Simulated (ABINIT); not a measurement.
Optical-spectrum calculation, with input and output: K (part 2 of 2)

Continued. System: K (Im-3m, 1 atom in the cell). Method: Kohn-Sham DFT of a periodic cell, PBEsol, PseudoDojo NC SR PBEsol v0.4.1 standard, no spin polarisation (ABINIT 10.8.3); cutoff 897.98 eV, 10×10×10 k-mesh, fermi-dirac of 0.2 eV. The structure derives from a Materials Project entry.

Geometry of the input (Å; fractional positions):
```
-2.6976  2.6976  2.6976
2.6976  -2.6976  2.6976
2.6976  2.6976  -2.6976
K  0.0000  0.0000  0.0000
```

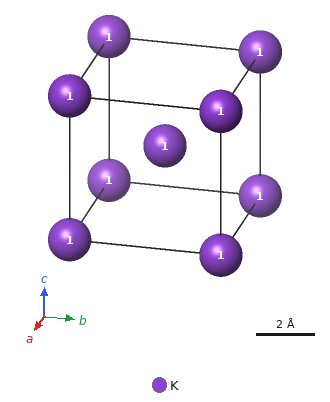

Fig. 1: The structure as given in the input (ball-and-stick view of the cell 2 times as large as that of the calculation, set on its symmetry axes, seen at an oblique angle; atoms are numbered from 1 in the order of the input). An atom can appear more than once, as a periodic image.

### What the program printed, continued
```
--- !ResultsGS
iteration_state: {dtset: 1, }
comment   : Summary of ground state results
lattice_vectors:
- [ -5.0976468,   5.0976468,   5.0976468, ]
- [  5.0976468,  -5.0976468,   5.0976468, ]
- [  5.0976468,   5.0976468,  -5.0976468, ]
lattice_lengths: [   8.82938,    8.82938,    8.82938, ]
lattice_angles: [109.471, 109.471, 109.471, ] # degrees, (23, 13, 12)
lattice_volume:   5.2986986E+02
convergence: {deltae: -1.318E-12, res2:  2.115E-14, residm:  1.473E-04, diffor: null, }
etotal    :  -2.99984300E+01
entropy   :   0.00000000E+00
fermie    :   3.86837690E-02
cartesian_stress_tensor: # hartree/bohr^3
- [  1.00962203E-05,   0.00000000E+00,   0.00000000E+00, ]
- [  0.00000000E+00,   1.00962203E-05,   0.00000000E+00, ]
- [  0.00000000E+00,   0.00000000E+00,   1.00962203E-05, ]
pressure_GPa:  -2.9704E-01
xred      :
- [  0.0000E+00,   0.0000E+00,   0.0000E+00,  K]
cartesian_forces: # hartree/bohr
- [ -0.00000000E+00,  -0.00000000E+00,  -0.00000000E+00, ]
force_length_stats: {min:   0.00000000E+00, max:   0.00000000E+00, mean:   0.00000000E+00, }
...

 Integrated electronic density in atomic spheres:
 ------------------------------------------------
 Atom  Sphere_radius  Integrated_density
    1        2.00000          6.88262070
================================================================================

 ----iterations are completed or convergence reached----

 Mean square residual over all n,k,spin=   19.456E-07; max=  14.731E-05
 reduced coordinates (array xred) for    1 atoms
       0.000000000000      0.000000000000      0.000000000000
 rms dE/dt=  0.0000E+00; max dE/dt=  0.0000E+00; dE/dt below (all hartree)
    1       0.000000000000      0.000000000000      0.000000000000

 cartesian coordinates (angstrom) at end:
    1      0.00000000000000     0.00000000000000     0.00000000000000

 cartesian forces (hartree/bohr) at end:
    1     -0.00000000000000    -0.00000000000000    -0.00000000000000
 frms,max,avg= 0.0000000E+00 0.0000000E+00   0.000E+00  0.000E+00  0.000E+00 h/b

 cartesian forces (eV/Angstrom) at end:
    1     -0.00000000000000    -0.00000000000000    -0.00000000000000
 frms,max,avg= 0.0000000E+00 0.0000000E+00   0.000E+00  0.000E+00  0.000E+00 e/A
 length scales=  1.889726125908  1.889726125908  1.889726125908 bohr
              =  1.000000000000  1.000000000000  1.000000000000 angstroms
 Fermi (or HOMO) energy (hartree) =   0.03868   Average Vxc (hartree)=  -0.20497
 Eigenvalues (hartree) for nkpt=  70  k points:
 kpt#   1, nband=  9, wtk=  0.00400, kpt= -0.0250 -0.0250  0.0750 (reduced coord)
  -1.13812   -0.53238   -0.53231   -0.53231   -0.03497    0.19214    0.19214    0.19583
   0.22447
      occupation numbers for kpt#   1
   2.00000    2.00000    2.00000    2.00000    1.99991    0.00000    0.00000    0.00000
   0.00000
 prteigrs : prtvol=0 or 1, do not print more k-points.

--- !EnergyTerms
iteration_state     : {dtset: 1, }
comment             : Components of total free energy in Hartree
kinetic             :  1.02061272708820E+01
hartree             :  9.74798055268425E+00
xc                  : -6.28119555863628E+00
Ewald energy        : -1.44565679359671E+01
psp_core            :  1.41403419192634E-01
local_psp           : -3.36166438909737E+01
non_local_psp       :  4.26434313581503E+00
internal            : -2.99945530070032E+01
'-kT*entropy'       : -3.87697212788202E-03
total_energy        : -2.99984299791310E+01
total_energy_eV     : -8.16298864935151E+02
band_energy         : -5.46254476084741E+00
...

 Cartesian components of stress tensor (hartree/bohr^3)
  sigma(1 1)=  1.00962203E-05  sigma(3 2)=  0.00000000E+00
  sigma(2 2)=  1.00962203E-05  sigma(3 1)=  0.00000000E+00
  sigma(3 3)=  1.00962203E-05  sigma(2 1)=  0.00000000E+00

-Cartesian components of stress tensor (GPa)         [Pressure= -2.9704E-01 GPa]
- sigma(1 1)=  2.97041056E-01  sigma(3 2)=  0.00000000E+00
- sigma(2 2)=  2.97041056E-01  sigma(3 1)=  0.00000000E+00
- sigma(3 3)=  2.97041056E-01  sigma(2 1)=  0.00000000E+00

================================================================================
== DATASET  2 ==================================================================

--- !DatasetInfo
iteration_state: {dtset: 2, }
dimensions: {natom: 1, nkpt: 70, mband: 14, nsppol: 1, nspinor: 1, nspden: 1, mpw: 4822, }
cutoff_energies: {ecut:  33.0, pawecutdg:  -1.0, }
electrons: {nelect:   9.00000000E+00, charge:   0.00000000E+00, occopt:   3.00000000E+00, tsmear:   7.34986444E-03, }
meta: {optdriver: 0, ionmov: 0, optcell: 0, iscf: -3, paral_kgb: 0, }
...

 mkfilename : getden/=0, take file _DEN from output of DATASET   1.

 Real(R)+Recip(G) space primitive vectors, cartesian coordinates (Bohr,Bohr^-1):
 R(1)= -5.0976468  5.0976468  5.0976468  G(1)=  0.0000000  0.0980845  0.0980845
 R(2)=  5.0976468 -5.0976468  5.0976468  G(2)=  0.0980845  0.0000000  0.0980845
 R(3)=  5.0976468  5.0976468 -5.0976468  G(3)=  0.0980845  0.0980845  0.0000000
 Unit cell volume ucvol=  5.2986986E+02 bohr^3
 Angles (23,13,12)=  1.09471221E+02  1.09471221E+02  1.09471221E+02 degrees

 getcut: wavevector=  0.0000  0.0000  0.0000  ngfft=  48  48  48
         ecut(hartree)=     33.000   => boxcut(ratio)=   2.10227
--------------------------------------------------------------------------------

================================================================================

--- !BeginCycle
iteration_state: {dtset: 2, }
solver: {iscf: -3, nstep: 120, nline: 4, wfoptalg: 0, }
tolerances: {tolwfr: 1.00E-12, }
...

     iter   Etot(hartree)      deltaE(h)  residm     vres2
 Non-SCF case, kpt    1 ( -0.02500 -0.02500  0.07500), residuals and eigenvalues=
  2.73E-13  1.08E-13  6.33E-13  1.79E-13  9.89E-14  2.91E-13  7.05E-13  2.91E-13
  1.69E-13  8.07E-13  8.31E-13  4.76E-13  7.00E-12  4.79E-05
 -1.1381E+00 -5.3238E-01 -5.3231E-01 -5.3231E-01 -3.4970E-02  1.9214E-01
  1.9214E-01  1.9583E-01  2.2447E-01  2.2447E-01  3.2319E-01  3.2728E-01
  3.2728E-01  3.7875E-01
 prteigrs : prtvol=0 or 1, do not print more k-points.

--- !ResultsGS
iteration_state: {dtset: 2, }
comment   : Summary of ground state results
lattice_vectors:
- [ -5.0976468,   5.0976468,   5.0976468, ]
- [  5.0976468,  -5.0976468,   5.0976468, ]
- [  5.0976468,   5.0976468,  -5.0976468, ]
lattice_lengths: [   8.82938,    8.82938,    8.82938, ]
lattice_angles: [109.471, 109.471, 109.471, ] # degrees, (23, 13, 12)
lattice_volume:   5.2986986E+02
convergence: {deltae:  0.000E+00, res2:  0.000E+00, residm:  9.984E-13, diffor:  0.000E+00, }
etotal    :  -2.99984300E+01
entropy   :   0.00000000E+00
fermie    :   3.86837689E-02
cartesian_stress_tensor: null
pressure_GPa: null
xred      :
- [  0.0000E+00,   0.0000E+00,   0.0000E+00,  K]
cartesian_forces: null
force_length_stats: {min: null, max: null, mean: null, }
...

 Integrated electronic density in atomic spheres:
 ------------------------------------------------
 Atom  Sphere_radius  Integrated_density
    1        2.00000          6.88262069
================================================================================

 ----iterations are completed or convergence reached----

 Mean square residual over all n,k,spin=   50.529E-14; max=  99.841E-14
 reduced coordinates (array xred) for    1 atoms
       0.000000000000      0.000000000000      0.000000000000

 cartesian coordinates (angstrom) at end:
    1      0.00000000000000     0.00000000000000     0.00000000000000
 length scales=  1.889726125908  1.889726125908  1.889726125908 bohr
              =  1.000000000000  1.000000000000  1.000000000000 angstroms
 Eigenvalues (hartree) for nkpt=  70  k points:
 kpt#   1, nband= 14, wtk=  0.00400, kpt= -0.0250 -0.0250  0.0750 (reduced coord)
  -1.13812   -0.53238   -0.53231   -0.53231   -0.03497    0.19214    0.19214    0.19583
   0.22447    0.22447    0.32319    0.32728    0.32728    0.37875
      occupation numbers for kpt#   1
   2.00000    2.00000    2.00000    2.00000    1.99991    0.00000    0.00000    0.00000
   0.00000    0.00000    0.00000    0.00000    0.00000    0.00000
 prteigrs : prtvol=0 or 1, do not print more k-points.

--- !EnergyTerms
iteration_state     : {dtset: 2, }
comment             : Components of total free energy in Hartree
kinetic             :  1.02061272416677E+01
hartree             :  9.74798055268425E+00
xc                  : -6.28119555863628E+00
Ewald energy        : -1.44565679359671E+01
psp_core            :  1.41403419192634E-01
local_psp           : -3.36166438909737E+01
non_local_psp       :  4.26434301204077E+00
internal            : -2.99945531599917E+01
'-kT*entropy'       : -3.87697212984520E-03
total_energy        : -2.99984301321216E+01
...

--- !EnergyTermsDC
iteration_state     : {dtset: 2, }
comment             : '"Double-counting" decomposition of free energy'
band_energy         : -5.46254476901722E+00
Ewald energy        : -1.44565679359671E+01
psp_core            :  1.41403419192634E-01
xc_dc               : -1.02168437212086E+01
internal            : -2.99945530070003E+01
'-kT*entropy'       : -3.87697212984520E-03
total_energy_dc     : -2.99984299791302E+01
...

================================================================================
== DATASET  3 ==================================================================

--- !DatasetInfo
iteration_state: {dtset: 3, }
dimensions: {natom: 1, nkpt: 70, mband: 10, nsppol: 1, nspinor: 1, nspden: 1, mpw: 4822, }
cutoff_energies: {ecut:  33.0, pawecutdg:  -1.0, }
electrons: {nelect:   9.00000000E+00, charge:   0.00000000E+00, occopt:   3.00000000E+00, tsmear:   7.34986444E-03, }
meta: {optdriver: 8, wfk_task: 7, }
...

 mkfilename : getwfk/=0, take file _WFK from output of DATASET   2.

--------------------------------------------------------------------------------

 Computation of velocity matrix elements (DDK)

 Parameters extracted from the Abinit header:
    ecut:     33.0
    nkpt:    2000
    mband:   14
    nsppol:  1
    nspinor: 1
    useylm:  0
    inclvkb: 2
    bmin: 1, bmax: 14
    Computing diagonal and off-diagonal matrix elements
    Between band index bmin: 1, bmax: 14

== END DATASET(S) ==============================================================
================================================================================

 -outvars: echo values of variables after computation  --------
            acell      1.8897261259E+00  1.8897261259E+00  1.8897261259E+00 Bohr
           etotal1    -2.9998429979E+01
           etotal2    -2.9998429979E+01
           etotal3     0.0000000000E+00
            fcart1    -0.0000000000E+00 -0.0000000000E+00 -0.0000000000E+00
            fcart3     0.0000000000E+00  0.0000000000E+00  0.0000000000E+00
            rprim     -2.6975585167E+00  2.6975585167E+00  2.6975585167E+00
                       2.6975585167E+00 -2.6975585167E+00  2.6975585167E+00
                       2.6975585167E+00  2.6975585167E+00 -2.6975585167E+00
           strten1     1.0096220285E-05  1.0096220285E-05  1.0096220285E-05
                       0.0000000000E+00  0.0000000000E+00  0.0000000000E+00
           strten3     0.0000000000E+00  0.0000000000E+00  0.0000000000E+00
                       0.0000000000E+00  0.0000000000E+00  0.0000000000E+00
 Calculation completed.
```

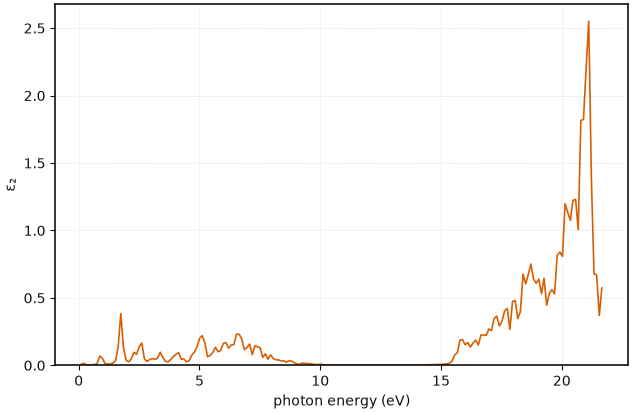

Fig. 2: Imaginary part of the dielectric function (first component that the program prints). The highest peak, 2.6, lies at 21.12 eV.

### Summary

- outcome: converged
- space group (tolerance 0.01 Å): Im-3m (229)
- electrons treated: 9
- free energy: −816.2989 eV
- Fermi energy: 1.053 eV
- pressure: −0.30 GPa
- largest force (length of the vector): under 0.001 eV/Å
- wall time: 3.8 min
- peak memory: 2.2 GiB

Points of doubt noted for this run: no intraband term.
